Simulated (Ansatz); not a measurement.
System: Rh.

How it was computed, with Ansatz 0.2.0: a formula put on the sites of a structure type, uncorrected energy per atom over the elements' standard states (H N O F Cl as gases), plane-wave PAW DFT, cell and atoms relaxed at 0 K and 0 GPa, spin start parallel or as listed, metals to 4 meV/atom. Level: r2SCAN, no spin polarisation.

| setting | value |
| --- | --- |
| wave cutoff | 500 eV |

The names give the starting types; a cell can relax into another structure.

What does the calculation give for the energy above the element's standard state of each starting structure type? The cases: beta-tungsten (A15); iodine type; omega type.

The lowest is iodine type; the next, omega type, is 0.238 eV/atom higher. In rising order: iodine type (0.001), omega type (0.239), beta-tungsten (A15) (0.318), in eV/atom. The volume per atom, in Å³, is 14.19 for beta-tungsten (A15), 13.72 for iodine type and 14.09 for omega type. The final space group number is 223 for beta-tungsten (A15), 225 for iodine type and 191 for omega type.

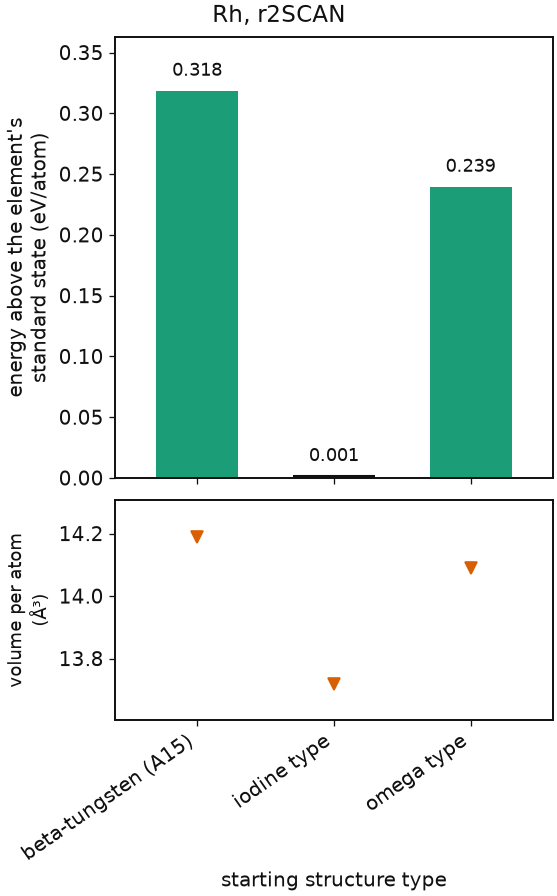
